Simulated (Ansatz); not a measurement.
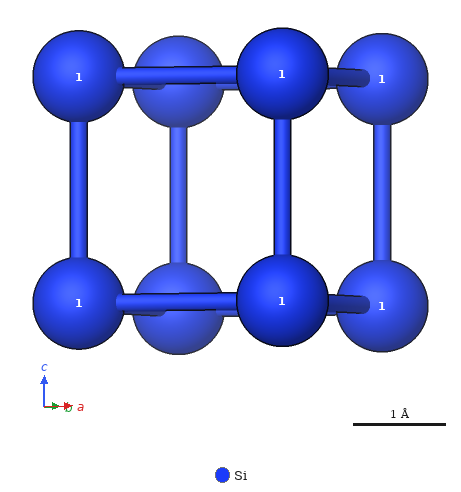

The input geometry (ball-and-stick view of the cell of the calculation, seen at an oblique angle; atoms are numbered from 1 in the order of the input). Near neighbours in the crystal (not all of them lie inside the picture): Si has 6 Si at 2.47 Å.

# Si: single-point calculation

- system: Si (1 atom in the cell)
- method: DFT, RPBE, plane waves (420 eV) with PAW, scalar-relativistic, no spin polarisation (Ansatz 0.2.0)

It belongs to a series of runs on one base structure; here: volume × 0.92. Figures and captions count atoms from 1; the log counts them from 0 in places.

### Output
```
Engine: ansatz 0.2.0, aarch64-unknown-linux-gnu
Pseudopotentials: kind: paw
Pseudopotential: Si, paw, valence charge 4, recommended cutoff 420 eV (normal), [file]
Functional definition: RPBE
  parameter kappa = 0.804
  parameter beta = 0.06672455060314922
  exchange = rpbe_x(kappa = kappa, mu = beta*pi^2/3)
  correlation = pbe_c(beta = beta)
Crystal: 1 atoms, lattice volume = 15.107 Å³
Basis set: ecut = 420 eV, 305 PW (Γ)
Bands: 6, of which v1, the nominal top of the filled ones, is band 2 counted from 1 (1 counted from 0)
Symmetry: 48 space group operations
Space group: Pm-3m (ITA 221), of the structure as read, at distance tolerance 2.5e-5 Å
k-points: 120 of 2744
Non-local potential: Si, projectors of the file, l = 0: 2, l = 1: 2, l = 2: 2
PAW form: soft (Blöchl's): semilocal exchange-correlation on the pseudo side does not see the compensation charge
PAW frozen core: Si, regenerated for the run's functional, and the local potential with it (the file was generated under x = pbe(κ = 0.804, μ = 0.2195149727645171), c = pbe(β = 0.06672455060314922))
PAW one-centre angular grid: Si, 110 points (default); XC on 64 Gauss nodes
Initial density: superposition of atomic densities (neutral atoms: chi_scale 0, normalization atom), corrected by the library's trained network
Initial wavefunctions: pseudopotential atomic-orbital guess
Functional: x = rpbe, c = pbe(β = 0.06672455060314922)
SCF iter   1: F=—  HF=-638.492555 eV  |F-HF|=—  |Δ(HF+E_count)|=         —  Δρ=2.02e-3  dr2=6.52e-4  ethr=1.77e-3  ⟨swp⟩=5.2  Hψ=6788  notcnv=0
preconditioner: auto → none  [metal: Δε(μ)=0.186 eV  Ē_g=14.020 eV  σ=0.100 eV  W_gap=0.43  n_scr=0 (ndim 8)  ℏωp=19.1 eV  f_vac=0.000  D(μ)=0.34/eV (n_scr^D=0)]
SCF iter   2: F=—  HF=-638.492492 eV  |F-HF|=—  |Δ(HF+E_count)|=   6.33e-5  Δρ=9.40e-4  dr2=1.36e-4  ethr=1.63e-5  ⟨swp⟩=1.8  Hψ=1807  notcnv=0
SCF iter   3: F=—  HF=-638.492498 eV  |F-HF|=—  |Δ(HF+E_count)|=   6.34e-6  Δρ=8.55e-5  dr2=1.00e-6  ethr=3.39e-6  ⟨swp⟩=2.2  Hψ=965  notcnv=0
SCF iter   4: F=—  HF=-638.492500 eV  |F-HF|=—  |Δ(HF+E_count)|=   2.00e-6  Δρ=2.06e-5  dr2=4.50e-8  ethr=2.51e-8  ⟨swp⟩=2.3  Hψ=970  notcnv=0
iter 5 did not close the SCF: its close was put off for the readings that it lacked (scf_convergence_deferred on its scf_iter line)
SCF iter   5: F=-638.492500 eV  HF=-638.492500 eV  |F-HF|=1.11e-9  |Δ(HF+E_count)|=   7.71e-8  Δρ=5.22e-6  dr2=4.58e-9  ethr=1.13e-9  ⟨swp⟩=2.3  Hψ=980  notcnv=0
SCF iter   6: F=-638.492500 eV  HF=-638.492500 eV  |F-HF|=1.02e-12  |Δ(HF+E_count)|=   1.64e-9  Δρ=5.50e-7  dr2=5.31e-11  ethr=1.15e-10  ⟨swp⟩=4.3  Hψ=2878  notcnv=0
SCF 1 converged in 6 iterations: F = -638.492500 eV  dr2 = 5.31e-11
  greatest PAW one-centre occupation: 0.662 electrons in one spin orbital (limit 2), on the Si atom at site 0 (counted from 0), in its partial waves of l = 0
SCF converged after 6 iterations
Free energy (F): -638.492500 eV
Harris-Foulkes:  -638.492500 eV  (|F-HF|=1.02e-12)
Internal energy: -638.480580 eV  (E = F + TS)
E sigma→0 (E₀):  -638.486540 eV
Entropy (-TS):   -0.011920 eV (-11.920 meV/atom)
Fermi energy:    9.857173 eV
--- Per-component energies (eV) ---
  E_band       = 17.157288
  E_kinetic    = 41.595787
  E_local      = -3.263666  (includes V_loc(G=0)·N_el)
  E_nonlocal   = 25.420979
  E_hartree    = 1.554177
  E_xc         = -56.101912
  E_vxc        = -47.773621  (∫ρ·V_xc dr)
  E_paw        = -515.445850  (= ΣΔE_a)
  E_vpaw       = -1.930568  (= ΣTr[D̂ρ^β])
  E_aug_tail   = 0.000007  (compensation charges beyond the density's cutoff)
  E_ewald      = -132.216119
  E_core_change = -0.023983  (= ΣΔE_core)
  E_smearing   = -0.011920  (= −TS)
  E_closure    = 0.000000  (closes the sum)
  Σ components = -638.492500   (vs F -638.492500, Δ=0.00e0)
--- Stress (GPa, compression-positive) ---
       10.394288       0.000000       0.000000
        0.000000      10.394288       0.000000
        0.000000       0.000000      10.394288
  P = ⅓ Tr σ = 10.3943 GPa (103.943 kbar)
--- Band table (eV; the first three rows and the last of 120) ---
  k-point 0: bands = ["-4.0455", "17.2068", "17.2068", "17.9514", "17.9514", "17.9514"]
  k-point 1: bands = ["-3.9262", "15.0016", "17.3037", "18.0507", "18.0507", "19.9752"]
  k-point 2: bands = ["-3.5692", "12.4673", "17.5880", "18.3473", "18.3473", "21.9061"]
  k-point 119: bands = ["10.3867", "10.3867", "10.3867", "14.4266", "14.7412", "14.7412"]
```

The run was set up as follows.

### The input
```yaml
crystal:
  lattice:
    - [2.4720784793, 0.0, 0.0]
    - [0.0, 2.4720784793, 0.0]
    - [0.0, 0.0, 2.4720784793]
  atoms:
    - { symbol: Si, position: [0.0, 0.0, 0.0] }
hamiltonian:
  xc: rpbe
  pseudopotentials:
    kind: paw
    azcp:
      Si: "pseudopotentials/Si.paw.azcp"
basis:
  ecutwfc: 420
  fft_grid_basis: typed
kpoints:
  mp_grid: { grid: [14, 14, 14], shift: [0, 0, 0] }
magnetization:
  spin_polarized: false
scf:
  occupations: { method: fermi_dirac, width: 0.1 }
  lower_state_search: "off"
output:
  stress: true
  write_density: true
  write_potential: true
  elf: true
  volumetric_format: npy
```

### Results in brief

| quantity | value |
| --- | --- |
| outcome | converged |
| space group (tolerance 0.01 Å) | Pm-3m (221) |
| electrons treated | 4 |
| free energy | −638.4925 eV |
| Fermi energy | 9.857 eV |
| pressure | 10.39 GPa |
| hardware | 2 threads of an Arm (aarch64) CPU, shared host |
| wall time | 0.74 s (CPU time 1.1 s) |
| peak memory | 0.32 GiB |

The cell is under a pressure of 10.4 GPa at this level, so it is not at its equilibrium volume.
